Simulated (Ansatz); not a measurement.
## What a change does: single-point calculation on ZrS

System: ZrS (Immm, 2 atoms in the cell).
Method of the first run: DFT r2SCAN, scalar-relativistic, plane waves, PAW, no spin polarisation (Ansatz 0.2.0).

The structure derives from an entry of the Crystallography Open Database. Text and figures count atoms from 1; the logs count them from 0 in places.

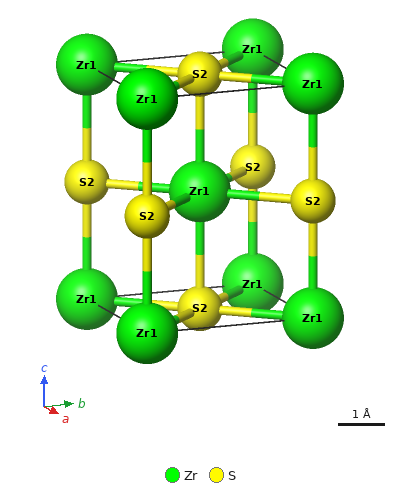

Figure 1. The input geometry (ball-and-stick view of the cell 2 times as large as that of the calculation, set on its symmetry axes, seen slightly off an axis; atoms are numbered from 1 in the order of the input). An atom can appear more than once, as a periodic image.

**Input, the first run**
```yaml
crystal:
  lattice:
    - [0.0, 2.49375, 2.49375]
    - [2.625, -0.13125, 2.625]
    - [2.625, 2.625, -0.13125]
  atoms:
    - { symbol: Zr, position: [0.0, 0.0, 0.0] }
    - { symbol: S, position: [0.5, 0.5, 0.5] }
basis:
  ecutwfc: 500
kpoints:
  mp_grid: { grid: [16, 16, 16] }
hamiltonian:
  xc: r2scan
scf:
  occupations: { method: gaussian, width: 0.15 }
output:
  forces: true
  stress: true
  eigenvalues: true
  write_density: true
  write_potential: true
  elf: true
  volumetric_format: npy
```

Command:
```bash
ansatz run input.yaml --threads 1 --pin off --max-ram 2560MiB --backend cpu --events-out ev --progress --plain --runs-dir out
```

Hardware: 1 thread of Intel Xeon @ 2.70GHz, 189 GiB of memory available, shared host.

**Output, shortened to warnings, some set-up lines, iterations and results (the first run)**
```
Basis set: ecut = 500 eV, 921 PW (Γ), exchange–correlation on 108×120×120 points (64 copies of the dense FFT grid, shifted against one another)
Symmetry: 8 space group operations
k-points: 621 of 4096
Initial density: superposition of atomic densities (neutral atoms: chi_scale 0, normalization atom), corrected by the library's trained network
[...]
SCF iter   1: F=—  HF=-5103.882398 eV  |F-HF|=—  |Δ(HF+E_count)|=         —  Δρ=7.55e-3  dr2=1.99e-2  dr2_τ=1.67e-2  ethr=1.77e-3  ⟨swp⟩=5.2  Hψ=106478  notcnv=0  defer=1
SCF iter   2: F=—  HF=-5103.948836 eV  |F-HF|=—  |Δ(HF+E_count)|=   6.64e-2  Δρ=5.03e-3  dr2=9.01e-3  dr2_τ=1.73e-4  ethr=1.11e-4  ⟨swp⟩=2.0  Hψ=21822  notcnv=0  defer=1528
SCF iter   3: F=—  HF=-5103.948750 eV  |F-HF|=—  |Δ(HF+E_count)|=   8.67e-5  Δρ=1.30e-3  dr2=8.00e-4  dr2_τ=1.47e-4  ethr=5.00e-5  ⟨swp⟩=2.4  Hψ=14251  notcnv=0  defer=1528
SCF iter   4: F=—  HF=-5103.948663 eV  |F-HF|=—  |Δ(HF+E_count)|=   8.69e-5  Δρ=3.65e-4  dr2=2.70e-5  dr2_τ=2.20e-6  ethr=4.44e-6  ⟨swp⟩=2.2  Hψ=12210  notcnv=0  defer=1528
SCF iter   5: F=—  HF=-5103.948693 eV  |F-HF|=—  |Δ(HF+E_count)|=   3.02e-5  Δρ=1.02e-4  dr2=3.57e-6  dr2_τ=1.54e-7  ethr=1.50e-7  ⟨swp⟩=2.1  Hψ=13361  notcnv=0  defer=1528
SCF iter   6: F=—  HF=-5103.948697 eV  |F-HF|=—  |Δ(HF+E_count)|=   4.10e-6  Δρ=2.36e-5  dr2=2.70e-7  dr2_τ=3.67e-9  ethr=1.99e-8  ⟨swp⟩=2.0  Hψ=11972  notcnv=0  defer=1528
SCF iter   7: F=-5103.948697 eV  HF=-5103.948697 eV  |F-HF|=2.70e-9  |Δ(HF+E_count)|=   2.78e-7  Δρ=6.44e-6  dr2=1.75e-8  dr2_τ=6.14e-10  ethr=5.56e-10  ⟨swp⟩=12.9  Hψ=71049  …
SCF 1 converged in 7 iterations: F = -5103.948697 eV  dr2 = 1.75e-8
SCF converged after 7 iterations
Free energy (F): -5103.948697 eV
Harris-Foulkes:  -5103.948697 eV  (|F-HF|=2.70e-9)
Internal energy: -5103.933698 eV  (E = F + TS)
E sigma→0 (E₀):  -5103.941198 eV
Entropy (-TS):   -0.014999 eV (-7.500 meV/atom)
Fermi energy:    14.832168 eV
--- Per-component energies (eV) ---
  E_band       = -83.591024
  E_kinetic    = 443.750563
  E_local      = -695.134950  (includes V_loc(G=0)·N_el)
  E_nonlocal   = 107.358755
  E_hartree    = 218.941561
  E_xc         = -249.481035
  E_vxc        = -308.036690  (∫ρ·V_xc dr)
  E_paw        = -3580.587534  (= ΣΔE_a)
  E_vpaw       = -86.080703  (= ΣTr[D̂ρ^β])
  E_aug_tail   = 0.000010  (compensation charges beyond the density's cutoff)
  E_vtau       = 16.669180  (kinetic-family band-sum trace: ∫τ·v_τ [+ j·A + Jᵃ·Aᵃ] dr)
  E_ewald      = -1348.506558
  E_core_change = -0.274508  (= ΣΔE_core)
  E_smearing   = -0.014999  (= −TS)
  E_closure    = 0.000000  (closes the sum)
  Σ components = -5103.948697   (vs F -5103.948697, Δ=0.00e0)
--- Forces (eV/Å), atoms counted from 1 ---
  atom   1  Zr     0.00000000     0.00000000     0.00000000
  atom   2  S      0.00000000     0.00000000    -0.00000000
  max |Σ_I F_I| component: 4.73e-30 eV/Å
--- Stress (GPa, compression-positive) ---
       -1.979358       0.000000      -0.000000
        0.000000      -1.234285       2.666339
       -0.000000       2.666339      -1.234285
  P = ⅓ Tr σ = -1.4826 GPa (-14.826 kbar)
```

The input of the second run differs as follows (lines with − go, lines with + come):
```diff
-    - [0.0, 2.49375, 2.49375]
-    - [2.625, -0.13125, 2.625]
-    - [2.625, 2.625, -0.13125]
+    - [0.0, 2.6578125, 2.6578125]
+    - [2.625, 0.0328125, 2.625]
+    - [2.625, 2.625, 0.0328125]
```

Predict how the results change.

With the same functional and potentials, the second run lies 14.5 meV per atom lower. The pressure goes from −1.48 to −1.97 GPa. The volume per atom goes from 18.04 to 18.09 Å³. The number of SCF iterations is the same. The plane waves at Γ go from 921 to 933.

**Output, shortened to warnings, some set-up lines, iterations and results (the second run)**
```
Basis set: ecut = 500 eV, 933 PW (Γ), exchange–correlation on 120×120×120 points (64 copies of the dense FFT grid, shifted against one another)
Symmetry: 8 space group operations
k-points: 621 of 4096
Initial density: superposition of atomic densities (neutral atoms: chi_scale 0, normalization atom), corrected by the library's trained network
[...]
SCF iter   1: F=—  HF=-5103.911829 eV  |F-HF|=—  |Δ(HF+E_count)|=         —  Δρ=7.27e-3  dr2=1.79e-2  dr2_τ=1.63e-2  ethr=1.77e-3  ⟨swp⟩=5.2  Hψ=106420  notcnv=0
SCF iter   2: F=—  HF=-5103.977932 eV  |F-HF|=—  |Δ(HF+E_count)|=   6.61e-2  Δρ=4.88e-3  dr2=8.36e-3  dr2_τ=1.60e-4  ethr=9.95e-5  ⟨swp⟩=2.0  Hψ=21634  notcnv=0  defer=1543
SCF iter   3: F=—  HF=-5103.977742 eV  |F-HF|=—  |Δ(HF+E_count)|=   1.91e-4  Δρ=1.29e-3  dr2=7.88e-4  dr2_τ=1.61e-4  ethr=4.64e-5  ⟨swp⟩=2.3  Hψ=14033  notcnv=0  defer=1543
SCF iter   4: F=—  HF=-5103.977654 eV  |F-HF|=—  |Δ(HF+E_count)|=   8.77e-5  Δρ=3.65e-4  dr2=2.78e-5  dr2_τ=1.97e-6  ethr=4.38e-6  ⟨swp⟩=2.2  Hψ=11933  notcnv=0  defer=1543
SCF iter   5: F=—  HF=-5103.977678 eV  |F-HF|=—  |Δ(HF+E_count)|=   2.39e-5  Δρ=8.50e-5  dr2=2.36e-6  dr2_τ=1.23e-7  ethr=1.54e-7  ⟨swp⟩=2.2  Hψ=13781  notcnv=0  defer=1543
SCF iter   6: F=—  HF=-5103.977681 eV  |F-HF|=—  |Δ(HF+E_count)|=   3.01e-6  Δρ=1.90e-5  dr2=1.67e-7  dr2_τ=2.59e-9  ethr=1.31e-8  ⟨swp⟩=2.0  Hψ=12014  notcnv=0  defer=1543
SCF iter   7: F=-5103.977681 eV  HF=-5103.977681 eV  |F-HF|=5.37e-9  |Δ(HF+E_count)|=   2.17e-7  Δρ=6.13e-6  dr2=1.72e-8  dr2_τ=5.89e-10  ethr=5.56e-10  ⟨swp⟩=12.6  Hψ=69871  …
SCF 1 converged in 7 iterations: F = -5103.977681 eV  dr2 = 1.72e-8
SCF converged after 7 iterations
Free energy (F): -5103.977681 eV
Harris-Foulkes:  -5103.977681 eV  (|F-HF|=5.37e-9)
Internal energy: -5103.963630 eV  (E = F + TS)
E sigma→0 (E₀):  -5103.970655 eV
Entropy (-TS):   -0.014051 eV (-7.026 meV/atom)
Fermi energy:    14.819760 eV
--- Per-component energies (eV) ---
  E_band       = -84.317044
  E_kinetic    = 443.696307
  E_local      = -697.267494  (includes V_loc(G=0)·N_el)
  E_nonlocal   = 107.336344
  E_hartree    = 219.666643
  E_xc         = -249.454615
  E_vxc        = -307.990200  (∫ρ·V_xc dr)
  E_paw        = -3580.590682  (= ΣΔE_a)
  E_vpaw       = -86.086088  (= ΣTr[D̂ρ^β])
  E_aug_tail   = 0.000009  (compensation charges beyond the density's cutoff)
  E_vtau       = 16.661366  (kinetic-family band-sum trace: ∫τ·v_τ [+ j·A + Jᵃ·Aᵃ] dr)
  E_ewald      = -1347.075635
  E_core_change = -0.274508  (= ΣΔE_core)
  E_smearing   = -0.014051  (= −TS)
  E_closure    = 0.000000  (closes the sum)
  Σ components = -5103.977681   (vs F -5103.977681, Δ=0.00e0)
--- Forces (eV/Å), atoms counted from 1 ---
  atom   1  Zr    -0.00000000     0.00000000    -0.00000000
  atom   2  S      0.00000000    -0.00000000     0.00000000
  max |Σ_I F_I| component: 4.73e-30 eV/Å
--- Stress (GPa, compression-positive) ---
       -2.033544       0.000000      -0.000000
        0.000000      -1.941512      -0.766367
       -0.000000      -0.766367      -1.941512
  P = ⅓ Tr σ = -1.9722 GPa (-19.722 kbar)
```

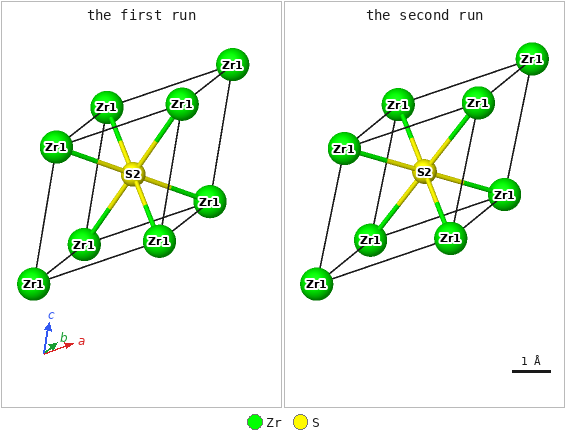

Figure 2. The two input geometries at one scale (ball-and-stick view of the cell of the calculation, seen slightly off an axis). The atoms keep their places relative to the cell (all moves are under 0.005 Å). The drawn cell changes as follows: a 3.527 → 3.759 Å (+6.6 %), b = c 3.715 → 3.712 Å (−0.1 %), α 63.3° → 59.2°, β 61.7° → 59.6°, γ 61.7° → 59.6°; the volume changes by +0.2 %.

**The two runs side by side**

| quantity | the first run | the second run |
| --- | --- | --- |
| outcome | converged | converged |
| free energy per atom (eV) | −2551.9743 | −2551.9888 |
| energy per atom, smearing taken to zero (eV) | −2551.9706 | −2551.9853 |
| gap on the mesh (eV) | 0.00 | 0.00 |
| pressure (GPa) | −1.48 | −1.97 |
| volume per atom (Å³) | 18.04 | 18.09 |
| largest force (eV/Å) | 0.000 | 0.000 |
| SCF iterations | 7 | 7 |
| irreducible k-points | 621 | 621 |
| plane waves at Γ | 921 | 933 |
| wall time (shared host) | 52 s | 45 s |
